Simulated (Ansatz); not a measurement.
# AlN (P6_3mc):W_Al, thermodynamic levels from a 72-atom cell, part 2 of 2

Wanted: the transition levels of a substitutional impurity in AlN (P6_3mc), from a cell of 72 host atoms with 1 Al taken out and 1 W put in.

Ansatz; place-levels on r2SCAN runs: charge-transition levels and formation energies with image-charge correction and potential alignment at the atomic sites; PAW set soft_1.

So far: The structure; What was run first.

### 3. Placing the levels, r2SCAN

A charged cell interacts with its images and the background, and its potential has another zero than the host's. place-levels removes the first by a point-charge model, screened by the static dielectric constant since the ions have relaxed around the charge, and the second by comparing potentials at atoms far from the defect.

The host is a run of the defect-free crystal in the same cutoffs, grids and k-points, so that basis and sampling errors cancel in part in the differences. The host is run in a cell of 8 atoms on a matching mesh. Its band edges are searched through the zone by a band path, so the gap is smaller than, or equal to, that on the mesh. Chemical potentials are energies per atom of Al (fcc) and W (bcc), run with the same functional and cutoff.

levels.point.yaml reads:

```yaml
host:
  run: host.point.run
states: [qm1.point.run, qm1_M4.point.run, qm1_M2.point.run, q0_M1.point.run, q0_M3.point.run, qp1.point.run, qp1_M2.point.run, qp2_M1.point.run]
geometry_from:
  qm1.point.run: qm1.relax.run
  qm1_M4.point.run: qm1_M4.relax.run
  qm1_M2.point.run: qm1_M2.relax.run
  q0_M1.point.run: q0_M1.relax.run
  q0_M3.point.run: q0_M3.relax.run
  qp1.point.run: qp1.relax.run
  qp1_M2.point.run: qp1_M2.relax.run
  qp2_M1.point.run: qp2_M1.relax.run
  host.point.run: host.relax.run
chemical_potentials:
  Al:
    energy: -540.418346
    dataset: <sha256 of the dataset>
  W:
    energy: -10398.256653
    dataset: <sha256 of the dataset>
epsilon: [4.49, 4.49, 4.72]
static_epsilon: [8.15, 8.15, 9.65]
vertical:
  - { from: qm1.point.run, to: qm1.point_neutral.run }
  - { from: qm1_M4.point.run, to: qm1_M4.point_neutral.run }
  - { from: qm1_M2.point.run, to: qm1_M2.point_neutral.run }
  - { from: qp1.point.run, to: qp1.point_neutral.run }
  - { from: qp1_M2.point.run, to: qp1_M2.point_neutral.run }
  - { from: qp2_M1.point.run, to: qp2_M1.point_neutral.run }
```

Launch:

```sh
$ ansatz place-levels levels.point.yaml -- --threads 8 --pin off --max-ram 15073MiB
```

Output:

```text
[... repeated set-up lines and file paths are left out, and long positions are rounded to six places ...]
(+2/+1) 1.751 eV above the valence edge, 3.127 eV under the conduction edge
(+1/0) 3.502 eV above the valence edge, 1.375 eV under the conduction edge
(0/-1) 4.056 eV above the valence edge, 0.822 eV under the conduction edge
formation energy of charge +2: +1.472 eV with the Fermi level at the valence edge
formation energy of charge +1: +3.222 eV with the Fermi level at the valence edge
formation energy of charge 0: +6.725 eV with the Fermi level at the valence edge
formation energy of charge -1: +10.781 eV with the Fermi level at the valence edge
vertical -1 to 0: no energy, since no alignment is typed
  the change from vertical[0].from (qm1.point.run) to vertical[0].to (qm1.point_neutral.run): by its potential at epsilon [4.49, 4.49, 4.72] it stands at 0.437 0.578 0.518, with an rms radius of about 1.7 Å (1.1 1.1 0.6 Å across the planes of the cell's [...]
vertical -1 to 0: no energy, since no alignment is typed
  the change from vertical[1].from (qm1_M4.point.run) to vertical[1].to (qm1_M4.point_neutral.run): by its potential at epsilon [4.49, 4.49, 4.72] it stands at 0.335 0.441 0.524, with an rms radius of about 1.9 Å (1.2 1.3 0.7 Å across the planes of the cell's [...]
vertical -1 to 0: no energy, since no alignment is typed
  the change from vertical[2].from (qm1_M2.point.run) to vertical[2].to (qm1_M2.point_neutral.run): by its potential at epsilon [4.49, 4.49, 4.72] it stands at 0.337 0.481 0.524, with an rms radius of about 2.0 Å (1.1 1.5 0.7 Å across the planes of the cell's [...]
vertical +1 to 0: no energy, since no alignment is typed
  the change from vertical[3].from (qp1.point.run) to vertical[3].to (qp1.point_neutral.run): by its potential at epsilon [4.49, 4.49, 4.72] it stands at 0.506 0.560 0.468, with an rms radius of about 1.6 Å (0.8 1.1 0.9 Å across the planes of the cell's [...]
vertical +1 to 0: no energy, since no alignment is typed
  the change from vertical[4].from (qp1_M2.point.run) to vertical[4].to (qp1_M2.point_neutral.run): by its potential at epsilon [4.49, 4.49, 4.72] it stands at 0.465 0.537 0.495, with an rms radius of about 1.9 Å (1.1 1.1 1.0 Å across the planes of the cell's [...]
vertical +2 to 0: no energy, since no alignment is typed
  the change from vertical[5].from (qp2_M1.point.run) to vertical[5].to (qp2_M1.point_neutral.run): by its potential at epsilon [4.49, 4.49, 4.72] it stands at 0.470 0.535 0.502, with an rms radius of about 1.9 Å (1.1 1.1 1.1 Å across the planes of the cell's [...]
  edges by r2scan, gap 4.878 eV; the host is sampled to repeats of 18.64 Å
  the defect's cells are sampled to repeats of 18.64 Å, like sampling
  charge +2: -43295.7149 eV with its correction of +1.665 eV, at epsilon [8.15, 8.15, 9.65], aligned at sites: +0.3070 eV, mean over 33 atomic sites at or beyond 4.66 Å from the host's site at [0.4444, 0.5556, 0.4997] by the defect at [0.4444, 0.5556, [...]
  charge +1: -43287.0460 eV with its correction of +0.577 eV, at epsilon [8.15, 8.15, 9.65], aligned at sites: +0.3147 eV, mean over 33 atomic sites at or beyond 4.66 Å from the host's site at [0.4444, 0.5556, 0.4997] by the defect at [0.4444, 0.5556, [...]
  charge 0: +0.000 eV for its dipole among its images, +0.000 omitted
  charge -1: -43265.6515 eV with its correction of -0.099 eV, at epsilon [8.15, 8.15, 9.65], aligned at sites: +0.3623 eV, mean over 33 atomic sites at or beyond 4.66 Å from the host's site at [0.4444, 0.5556, 0.4997] by the defect at [0.4444, 0.5556, [...]
  charge +1: states[5] (qp1.point.run) stands 0.777 eV higher, with a moment of 0.00 μB against 2.00
  charge 0: states[3] (q0_M1.point.run) stands 0.092 eV higher, with a moment of 1.00 μB against 3.00
  charge -1: states[2] (qm1_M2.point.run) stands 0.285 eV higher, with a moment of 2.00 μB against 4.00
  charge -1: states[0] (qm1.point.run) stands 0.830 eV higher, with a moment of 0.00 μB against 4.00
  of states[7] (qp2_M1.point.run): it parts from the run that its charge is read beside by 2 carriers, of which the mean alone is read, by its potential at epsilon [4.49, 4.49, 4.72], taken for that of held ions (one typed too small widens it): that is [...]
  of states[6] (qp1_M2.point.run): its displacements don't fall off away from the defect: farther atoms stand 0.01 Å off the host's places. [...]
  of states[4] (q0_M3.point.run): its displacements don't fall off away from the defect: farther atoms stand 0.013 Å off the host's places. [...]
  of states[1] (qm1_M4.point.run): its displacements don't fall off away from the defect: farther atoms stand 0.017 Å off the host's places. [...]
  of states[5] (qp1.point.run): its displacements don't fall off away from the defect: farther atoms stand 0.014 Å off the host's places. [...]
  of states[3] (q0_M1.point.run): its displacements don't fall off away from the defect: farther atoms stand 0.013 Å off the host's places. [...]
  of states[2] (qm1_M2.point.run): it parts from the run at its places by a charge that spreads by about 1.5 Å along one vector (1.4 Å or more is wide), by its potential at epsilon [4.49, 4.49, 4.72], taken for that of held ions (one typed too small widens [...]
  of vertical[0].to (qm1.point_neutral.run): stability_check_not_made
  of vertical[1].from (qm1_M4.point.run): its displacements don't fall off away from the defect: farther atoms stand 0.017 Å off the host's places. [...]
  of vertical[1].to (qm1_M4.point_neutral.run): its displacements don't fall off away from the defect: farther atoms stand 0.017 Å off the host's places. [...]
  of vertical[2].from (qm1_M2.point.run): its displacements don't fall off away from the defect: farther atoms stand 0.017 Å off the host's places. [...]
  of vertical[2].to (qm1_M2.point_neutral.run): its displacements don't fall off away from the defect: farther atoms stand 0.017 Å off the host's places. [...]
  of vertical[3].from (qp1.point.run): its displacements don't fall off away from the defect: farther atoms stand 0.014 Å off the host's places. [...]
  of vertical[3].to (qp1.point_neutral.run): its displacements don't fall off away from the defect: farther atoms stand 0.014 Å off the host's places. [...]
  of vertical[4].from (qp1_M2.point.run): its displacements don't fall off away from the defect: farther atoms stand 0.01 Å off the host's places. [...]
  of vertical[4].to (qp1_M2.point_neutral.run): its displacements don't fall off away from the defect: farther atoms stand 0.01 Å off the host's places. [...]
  of vertical[5].from (qp2_M1.point.run): its displacements don't fall off away from the defect: farther atoms stand 0.012 Å off the host's places. [...]
  of vertical[5].to (qp2_M1.point_neutral.run): its displacements don't fall off away from the defect: farther atoms stand 0.012 Å off the host's places. [...]
```

Wall time 1.1 s (8 threads of Arm Neoverse V1, shared host).

Levels between the charges placed, in eV above the valence top:

```csv
,gap (eV),(+2/+1),(+1/0),(0/−1)
r2SCAN,4.88,1.75,3.50,4.06
```

Corrections by state:

```csv
charge,moment (μB),image terms and alignment (eV),band filling (eV),ε used,"over the lowest of its charge, as the program ranks them, band filling apart (eV)"
+2,1.0,1.665,-,"principal values (8.15, 8.15, 9.65)",0.000
+1,2.0,0.577,-,"principal values (8.15, 8.15, 9.65)",0.000
0,3.0,0.000,-,-,0.000
−1,4.0,-0.099,-,"principal values (8.15, 8.15, 9.65)",0.000
+1,0.0,0.577,-,"principal values (8.15, 8.15, 9.65)",0.777
0,1.0,0.000,-,-,0.092
−1,2.0,-0.099,-,"principal values (8.15, 8.15, 9.65)",0.285
−1,0.0,-0.093,-,"principal values (8.15, 8.15, 9.65)",0.830
```

The charged structures listed were also run neutral, and place-levels reads from each pair, by the potential or the spins, how wide the charge is by which they differ; that can be the carrier of either run.

```csv
charge,rms radius (Å),spread where it is widest against the cell (Å),wide from (Å),reading
+2,1.9,1.09,1.40,narrow
+1,1.9,1.14,1.40,narrow
−1,1.9,1.27,1.40,narrow
```

The neutral runs of these pairs need not share the spin of the lowest neutral state, and very wide values only mean spread over the cell.

From the program's caveats on the states, each cut to its opening words:

- charge +2 (1 μB): it parts from the run that its charge is read beside by 2 carriers, of which the mean alone is read, by its potential at epsilon [4.49, 4.49, 4.72], taken for [...]
- charge +2 (1 μB): its alignment with the host at atomic sites is doubtful: the mean over the far sites moves by -0.0519 eV from their farther parts to their nearer, more than [...]
- charge +2 (1 μB): its displacements don't fall off away from the defect: farther atoms stand 0.012 Å off the host's places
- charge +2 (1 μB), +1 (2 μB), 0 (3 μB), −1 (4 μB), 0 (1 μB), −1 (2 μB): flagged: stability check not made
- charge +1 (2 μB): its displacements don't fall off away from the defect: farther atoms stand 0.01 Å off the host's places
- charge 0 (3 μB), 0 (1 μB): its displacements don't fall off away from the defect: farther atoms stand 0.013 Å off the host's places
- charge −1 (4 μB), −1 (2 μB): its displacements don't fall off away from the defect: farther atoms stand 0.017 Å off the host's places
- charge +1: its displacements don't fall off away from the defect: farther atoms stand 0.014 Å off the host's places
- charge −1 (2 μB): it parts from the run at its places by a charge that spreads by about 1.5 Å along one vector (1.4 Å or more is wide), by its potential at epsilon [4.49, 4.49, [...]

The host's formation energy from the elements is -1.627 eV per atom; it sets how far the chemical potentials can move.

Limit set by the element alone; other compounds of these elements are not counted. Chemical potentials from the elements' reference states: Al 0.00 eV, N -3.25 eV, W 0.00 eV. Formation energy by charge state (Al-rich; gap 4.88 eV):

```csv
charge,at valence top (eV),at conduction bottom (eV),correction included (eV)
+2,1.47,11.23,1.67
+1,3.22,8.10,0.58
0,6.72,6.72,0.00
−1,10.78,5.90,-0.10
```

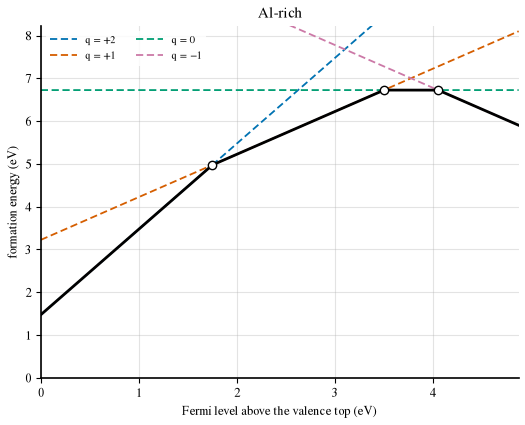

Formation energy against Fermi level; the thick line follows the lowest charge state and circles mark the transition levels.

Limit set by the element alone; other compounds of these elements are not counted. Chemical potentials from the elements' reference states: N 0.00 eV, Al -3.25 eV, W 0.00 eV. Formation energies (N-rich), with the Fermi level at the valence top and at the conduction bottom (gap 4.88 eV):

```csv
charge,at valence top (eV),at conduction bottom (eV),correction included (eV)
+2,-1.78,7.97,1.67
+1,-0.03,4.85,0.58
0,3.47,3.47,0.00
−1,7.53,2.65,-0.10
```

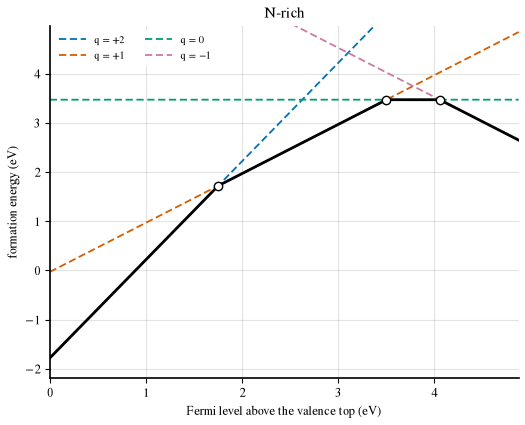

Formation energy against Fermi level; the thick line follows the lowest charge state and circles mark the transition levels.

The charge transition levels (eV, zero at the valence-band top of the host):

```csv
,conduction bottom,valence top
W_Al,4.88,0.00
```

```csv
,level,energy (eV)
W_Al,(+2/+1),1.75
W_Al,(+1/0),3.50
W_Al,(0/−1),4.06
```

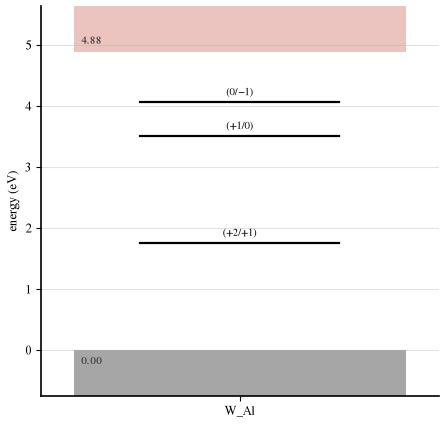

Charge transition levels. Shaded: valence and conduction bands.

### 4. Effect of the sampling

The relaxations' own energies give the levels at their sampling, for comparison.

levels.relax_mesh.yaml reads:

```yaml
host:
  run: host.relax.run
states: [qm1.relax.run, qm1_M4.relax.run, qm1_M2.relax.run, q0_M1.relax.run, q0_M3.relax.run, qp1.relax.run, qp1_M2.relax.run, qp2_M1.relax.run]
chemical_potentials:
  Al:
    energy: -540.418346
    dataset: <sha256 of the dataset>
  W:
    energy: -10398.256653
    dataset: <sha256 of the dataset>
```

Launch:

```sh
$ ansatz place-levels levels.relax_mesh.yaml -- --threads 8 --pin off --max-ram 15073MiB
```

Output:

```text
(+2/+1) 1.803 eV above the valence edge, 3.083 eV under the conduction edge
(+1/0) 3.468 eV above the valence edge, 1.418 eV under the conduction edge
(0/-1) 4.065 eV above the valence edge, 0.821 eV under the conduction edge
formation energy of charge +2: +1.555 eV with the Fermi level at the valence edge
formation energy of charge +1: +3.358 eV with the Fermi level at the valence edge
formation energy of charge 0: +6.826 eV with the Fermi level at the valence edge
formation energy of charge -1: +10.891 eV with the Fermi level at the valence edge
  edges by r2scan, gap 4.886 eV; the host is sampled to repeats of 13.64 Å
[... the lines on each state left out ...]
```

Wall time 0.28 s (8 threads).

Levels between neighbouring charges, in eV above the valence top:

```csv
,gap (eV),(+2/+1),(+1/0),(0/−1)
"one point at (¼, ¼, ¼)",4.89,1.80,3.47,4.06
a 2×2×2 shifted mesh,4.88,1.75,3.50,4.06
```

Going from one point at (¼, ¼, ¼) to a 2×2×2 shifted mesh moves the levels that carry no band-filling term by up to 0.05 eV and formation energies against the elements by up to 0.14 eV.

### 5. Results

```yaml
gap_of_the_host: 4.88 eV (r2SCAN)
level_plus_2_plus_1: 1.75 eV above the valence top
level_plus_1_over_0: 3.50 eV above the valence top
level_0_minus_1: 4.06 eV above the valence top
lowest_of_the_charges_placed_just_above_the_valence_top_0p02_ev: +2
lowest_of_the_charges_placed_just_below_the_conduction_bottom_0p02_ev: −1
lowest_formation_energy_at_mid_gap_of_the_charges_run_al_rich: 5.66 eV
lowest_formation_energy_at_mid_gap_of_the_charges_run_n_rich: 2.41 eV
```

**Reading.** Of the charges placed (−1, 0, +1 and +2), the lowest changes at 1.75 eV (+2/+1), 3.50 eV (+1/0) and 4.06 eV (0/−1) above the valence top, in a gap of 4.88 eV. Charges above +2 and below −1 were not placed, so these runs say nothing of levels that involve them. States placed: +2 at 1 μB; +1 at 2 μB and 0 μB; 0 at 3 μB and 1 μB; −1 at 4 μB, 2 μB and 0 μB. Other spin states or structures, where not listed, weren't placed. Corrections reach 1.7 eV, so the cell is small for these charges and their levels are rough. W is taken at its element; compounds, which aren't counted here, bound the chemical potentials and would shift these formation energies. Going from one point at (¼, ¼, ¼) to a 2×2×2 shifted mesh moves the levels that carry no band-filling term by up to 0.05 eV and formation energies against the elements by up to 0.14 eV. The program doubts the alignment of potentials for at least one state, a sign that the cell is small. Keep in mind: r2SCAN makes the gap too small and tends to spread out bound carriers; where a gas molecule sets a chemical potential or the host's formation energy, its binding is uncorrected; spin–orbit coupling, which can matter with heavy atoms, is left out; force components of up to 0.19 eV/Å remain in a run at the final settings.

[Logs are printed without paths, hosts, clocks, repeated set-up lines and the standing remarks that a program may print on its own settings, such as how far it seeks lower states.]

[Hosts, paths, dates, database ids (printed as entryN), source tags and the programs' standing remarks are cut or masked in the printed files.]

[Where a table of states has a column of steps, it counts the stored structures, which are thinned; the runs took as many ionic steps or more.]

[A defect's name tells the site on which it was built; relaxed atoms can leave that site.]

[For some hosts the program warned that the k-mesh of the response run may be too coarse for force constants and the static dielectric constant; such warnings are not shown here.]
